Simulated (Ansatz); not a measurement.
**Geometry relaxation, with input and output: Ti2Si3 (part 2 of 2)**

Ti2Si3 (10 atoms in the cell); DFT PBE, scalar-relativistic, plane waves, PAW, no spin polarisation (Ansatz 0.2.0); cutoff 420 eV, 6×6×6 k-mesh, Gaussian smearing of 0.1 eV. The structure was made by a generator, so it may or may not be a known phase.

Geometry of the input (Å; fractional positions):
```
5.8660  0.0000  0.0000
0.0000  5.8660  0.0000
0.0000  0.0000  5.8660
Ti 0.2500  0.2500  0.2500
Ti 0.2500  0.7500  0.7500
Ti 0.7500  0.7500  0.2500
Ti 0.7500  0.2500  0.7500
Si 0.0000  0.5000  0.5000
Si 0.0000  0.5000  0.0000
Si 0.5000  0.0000  0.5000
Si 0.0000  0.0000  0.5000
Si 0.5000  0.0000  0.0000
Si 0.5000  0.5000  0.0000
```

### Output, continued
```
--- Per-component energies (eV) ---
  E_band       = -827.181534
  E_kinetic    = 1327.367142
  E_local      = -5006.325480  (includes V_loc(G=0)·N_el)
  E_nonlocal   = 191.910526
  E_hartree    = 2061.886551
  E_xc         = -718.695509
  E_vxc        = -764.902364  (∫ρ·V_xc dr)
  E_paw        = -7267.011887  (= ΣΔE_a)
  E_vpaw       = -699.004943  (= ΣTr[D̂ρ^β])
  E_aug_tail   = 0.000522  (compensation charges beyond the density's cutoff)
  E_ewald      = -4399.673816
  E_smearing   = -0.038343  (= −TS)
  E_closure    = 0.000000  (closes the sum)
  Σ components = -13810.580292   (vs F -13810.580292, Δ=0.00e0)
--- Forces (eV/Å), atoms counted from 1 ---
  atom   1  Ti     0.00000000    -0.00000000    -0.00000000
  atom   2  Ti     0.00000000    -0.00000000    -0.00000000
  atom   3  Ti     0.00000000     0.00000000    -0.00000000
  atom   4  Ti     0.00000000    -0.00000000    -0.00000000
  atom   5  Si     0.00000000     0.00000000    -0.00000000
  atom   6  Si     0.00000000     0.00000000    -0.00000000
  atom   7  Si    -0.00000000    -0.00000000     0.00000000
  atom   8  Si     0.00000000    -0.00000000    -0.00000000
  atom   9  Si    -0.00000000    -0.00000000     0.00000000
  atom  10  Si    -0.00000000     0.00000000     0.00000000
  max |Σ_I F_I| component: 4.05e-18 eV/Å
--- Stress (GPa, compression-positive) ---
       -0.004699      -0.000000       0.000000
       -0.000000      -0.004699       0.000000
        0.000000       0.000000      -0.004699
  P = ⅓ Tr σ = -0.0047 GPa (-0.047 kbar)
--- Band table (eV; the first three rows and the last of 20) ---
  k-point 0: bands = ["-49.0570", "-49.0555", "-49.0555", "-49.0555", "-25.3946", "-25.3837", "-25.3837", "-25.3837", "-25.3545", "-25.3545", "-25.3390", "-25.3390", "-25.3390", "-25.3318", "-25.3318", "-25.3318", "-2.2466", "0.1690", "0.1690", "1.8676", "1.8676", "3.1852", "3.1852", "3.1852", "3.5826", "5.3540", "5.3540", "5.3540", "5.9851", "5.9851", "5.9851", "7.2971", "7.8269", "7.8269", "7.8269", "7.9483", "7.9483", "7.9483", "8.1896", "8.1896", "8.1896", "8.4070", "8.4070", "9.1496", "9.1496", "9.1496"]
  k-point 1: bands = ["-49.0569", "-49.0556", "-49.0555", "-49.0555", "-25.3939", "-25.3844", "-25.3836", "-25.3836", "-25.3535", "-25.3530", "-25.3401", "-25.3387", "-25.3387", "-25.3334", "-25.3322", "-25.3322", "-2.1380", "-0.1003", "0.2440", "1.6741", "1.9136", "2.7952", "3.2893", "3.2893", "4.3084", "5.1284", "5.1284", "5.6412", "6.0053", "6.0053", "6.0465", "7.0063", "7.3640", "7.3640", "7.8608", "7.9193", "8.2213", "8.2213", "8.2832", "8.4046", "8.4515", "8.4909", "8.4909", "9.0928", "9.2377", "9.2377"]
  k-point 2: bands = ["-49.0566", "-49.0559", "-49.0555", "-49.0555", "-25.3919", "-25.3864", "-25.3836", "-25.3836", "-25.3506", "-25.3489", "-25.3429", "-25.3379", "-25.3379", "-25.3376", "-25.3332", "-25.3332", "-1.8196", "-0.6949", "0.4647", "1.2524", "2.0434", "2.4772", "3.5916", "3.5916", "4.6193", "4.6193", "5.3447", "6.0485", "6.0485", "6.2826", "6.3055", "6.5552", "6.9437", "6.9437", "7.5668", "7.6085", "8.4971", "8.5260", "8.5391", "8.5391", "8.5764", "8.8526", "8.8526", "8.9447", "9.3796", "9.3796"]
  k-point 19: bands = ["-49.0559", "-49.0559", "-49.0559", "-49.0557", "-25.3947", "-25.3845", "-25.3845", "-25.3845", "-25.3512", "-25.3512", "-25.3512", "-25.3335", "-25.3335", "-25.3335", "-25.3328", "-25.3328", "-0.2336", "-0.2336", "-0.2336", "0.4375", "0.4375", "0.4375", "4.5099", "4.9049", "5.4664", "5.4664", "5.4664", "6.1214", "6.1214", "6.7197", "6.7197", "6.7197", "7.9909", "7.9909", "7.9909", "8.4040", "8.5451", "8.5451", "8.5451", "8.6037", "8.6037", "8.7130", "8.7130", "8.7130", "8.9320", "8.9320"]
--- Relaxed structure (2 steps of the walk, 2 accepted, 1 SCFs on fresh bases) ---
  F+E_penalty+E_count = -13810.58029193 eV   max|allowed force component| = 2.359e-17 eV/Å   (the final SCF, on the basis selected at the relaxed cell)
  cell:  # Å, volume = 201.4816 Å³
    - [5.862440637325042, -2.0061770254033702e-35, -4.81482486096809e-35]
    - [-2.0061770254033702e-35, 5.862440637325042, 0.0]
    - [-4.81482486096809e-35, 0.0, 5.862440637325042]
  atoms:
    - { symbol: Ti, position: [0.25, 0.25, 0.25] }
    - { symbol: Ti, position: [0.25, 0.7500000000000001, 0.7500000000000001] }
    - { symbol: Ti, position: [0.7500000000000001, 0.7500000000000001, 0.25] }
    - { symbol: Ti, position: [0.7500000000000001, 0.25, 0.7500000000000001] }
    - { symbol: Si, position: [-6.070513673070178e-37, 0.5, 0.5] }
    - { symbol: Si, position: [1.1884526768405014e-36, 0.5, 1.3662930774036844e-35] }
    - { symbol: Si, position: [0.5, -5.8567631916240575e-37, 0.5] }
    - { symbol: Si, position: [-1.462053293091552e-36, 2.3213302285050086e-36, 0.5] }
    - { symbol: Si, position: [0.5, -1.0986774746331255e-36, -1.3697130851068223e-35] }
    - { symbol: Si, position: [0.5, 0.5, -1.710003851569007e-38] }
```

### Trajectory as extended XYZ (Å, eV, eV/Å), 3 frames, from step=1 to step=3
```
10
Lattice="5.8660 0.0000 0.0000 0.0000 5.8660 0.0000 0.0000 0.0000 5.8660" Properties=species:S:1:pos:R:3:forces:R:3 step=1 energy=-13810.58011 pressure_GPa=-0.15
Ti    1.4665    1.4665    1.4665    0.0000   0.0000   0.0000
Ti    1.4665    4.3995    4.3995    0.0000   0.0000   0.0000
Ti    4.3995    4.3995    1.4665    0.0000   0.0000   0.0000
Ti    4.3995    1.4665    4.3995    0.0000   0.0000   0.0000
Si    0.0000    2.9330    2.9330    0.0000   0.0000   0.0000
Si    0.0000    2.9330    0.0000    0.0000   0.0000   0.0000
Si    2.9330    0.0000    2.9330    0.0000   0.0000   0.0000
Si    0.0000    0.0000    2.9330    0.0000   0.0000   0.0000
Si    2.9330    0.0000    0.0000    0.0000   0.0000   0.0000
Si    2.9330    2.9330    0.0000    0.0000   0.0000   0.0000
10
Lattice="5.8624 0.0000 0.0000 0.0000 5.8624 0.0000 0.0000 0.0000 5.8624" Properties=species:S:1:pos:R:3:forces:R:3 step=2 energy=-13810.58033 pressure_GPa=-0.00
Ti    1.4656    1.4656    1.4656    0.0000   0.0000   0.0000
Ti    1.4656    4.3968    4.3968    0.0000   0.0000   0.0000
Ti    4.3968    4.3968    1.4656    0.0000   0.0000   0.0000
Ti    4.3968    1.4656    4.3968    0.0000   0.0000   0.0000
Si    0.0000    2.9312    2.9312    0.0000   0.0000   0.0000
Si    0.0000    2.9312    0.0000    0.0000   0.0000   0.0000
Si    2.9312    0.0000    2.9312    0.0000   0.0000   0.0000
Si    0.0000    0.0000    2.9312    0.0000   0.0000   0.0000
Si    2.9312    0.0000    0.0000    0.0000   0.0000   0.0000
Si    2.9312    2.9312    0.0000    0.0000   0.0000   0.0000
10
Lattice="5.8624 0.0000 0.0000 0.0000 5.8624 0.0000 0.0000 0.0000 5.8624" Properties=species:S:1:pos:R:3:forces:R:3 step=3 energy=-13810.58029 pressure_GPa=-0.00
Ti    1.4656    1.4656    1.4656    0.0000   0.0000   0.0000
Ti    1.4656    4.3968    4.3968    0.0000   0.0000   0.0000
Ti    4.3968    4.3968    1.4656    0.0000   0.0000   0.0000
Ti    4.3968    1.4656    4.3968    0.0000   0.0000   0.0000
Si    0.0000    2.9312    2.9312    0.0000   0.0000   0.0000
Si    0.0000    2.9312    0.0000    0.0000   0.0000   0.0000
Si    2.9312    0.0000    2.9312    0.0000   0.0000   0.0000
Si    0.0000    0.0000    2.9312    0.0000   0.0000   0.0000
Si    2.9312    0.0000    0.0000    0.0000   0.0000   0.0000
Si    2.9312    2.9312    0.0000    0.0000   0.0000   0.0000
```

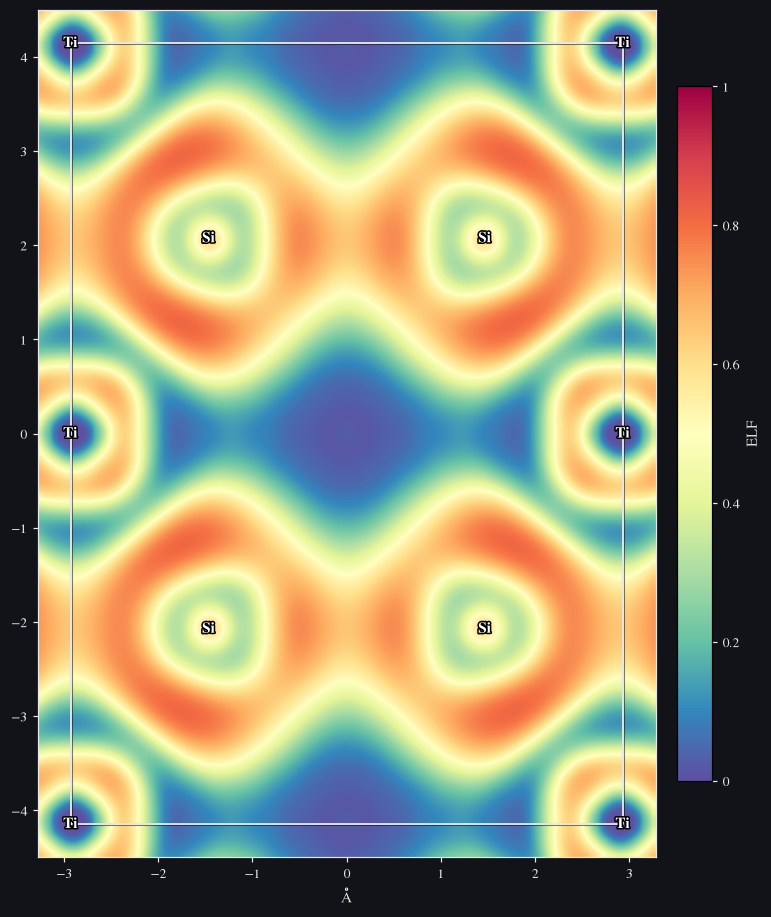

Electron localisation function on the (011) plane of the conventional cell. Atoms in the plane: Ti and Si. Ti–Si (2.54 Å): the ELF is about 0.50 at the midpoint. The strong features right at Ti lie inside the PAW spheres (semicore, d or f shells) and say nothing about bonding. In a PAW calculation such maps are meaningful between the atoms, not at the nuclei.

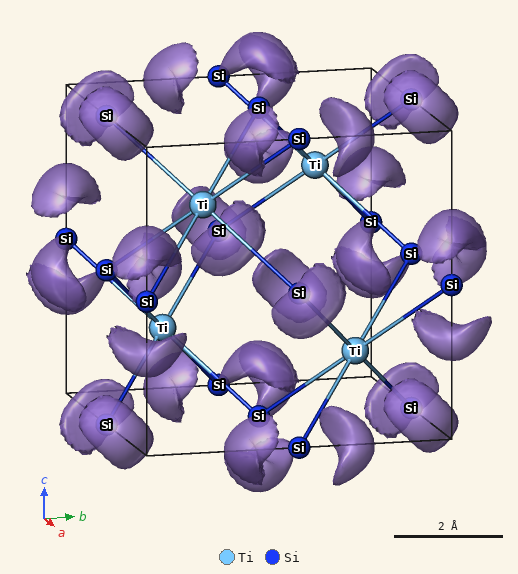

Isosurface of the electron localisation function at 0.8 (purple), seen slightly off an axis. Core shells and regions of very low density are left out. Sticks mark near contacts. The outline is the cell set on symmetry axes. Profiles from the grid: Ti–Si (2.54 Å): the ELF is about 0.50 at the midpoint.

### Results in brief

| quantity | value |
| --- | --- |
| outcome | converged |
| space group (tolerance 0.01 Å) | Pn-3m (224) |
| electrons treated | 72 |
| free energy | −13810.5803 eV |
| Fermi energy | 7.942 eV |
| gap on the k-point mesh | none (metallic) |
| pressure | 0.00 GPa |
| final volume | 201.48 Å³ |
| largest force (length of the vector) at the end | under 0.001 eV/Å |
| final cell | a = 5.862 Å, b = 5.862 Å, c = 5.862 Å, α = 90.00°, β = 90.00°, γ = 90.00° |
| wall time | 99 s |
| peak memory | 0.52 GiB |
